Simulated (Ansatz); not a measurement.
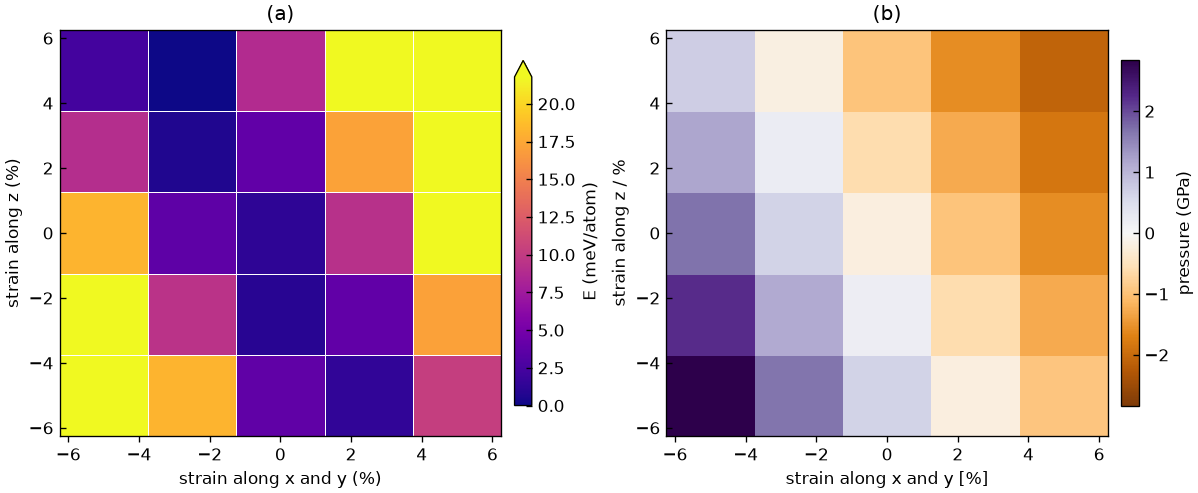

Ca (I4/mmm, No. 139; 1 atom in the cell). 
- The cell is strained homogeneously, by one strain along x and y and another along z, with fractional coordinates fixed (x along [1 0 0], z along [0 0 1] of the conventional cell).
- The first coordinate is: strain along x and y; the second: strain along z.
- The grid has 5 × 5 points.
- Points are written as (first, second).
- Energies are in meV/atom, from the lowest grid point.
- The reference cell is the one listed in the database, not relaxed at this level.
- Method: Ansatz, DFT PBE, scalar-relativistic, plane waves, PAW. Settings: cutoff 420 eV, k-mesh 16×16×16, gaussian smearing 0.15 eV, no spin polarisation.

Panel (a) is the energy; panel (b) is the computed pressure, in GPa.

The picture shows one coloured cell a grid point, one colour for all values above the top of the scale.

> How does the pressure vary over the map, and what is it at the lowest grid point?

It runs from −2.09 GPa at (5.0 %, 5.0 %) to 2.83 GPa at (−5.0 %, −5.0 %). At the lowest grid point, (−2.5 %, 5.0 %), it is −0.20 GPa. That point lies on the edge of the scan.

| strain along z ↓, strain along x and y → | −5.0 | −2.5 | 0.0 | 2.5 | 5.0 |
| --- | --- | --- | --- | --- | --- |
| 5.0 | 0.73 | −0.20 | −0.95 | −1.58 | −2.09 |
| 2.5 | 1.19 | 0.21 | −0.60 | −1.28 | −1.84 |
| 0.0 | 1.69 | 0.65 | −0.22 | −0.96 | −1.57 |
| −2.5 | 2.23 | 1.13 | 0.20 | −0.60 | −1.27 |
| −5.0 | 2.83 | 1.66 | 0.66 | −0.20 | −0.93 |
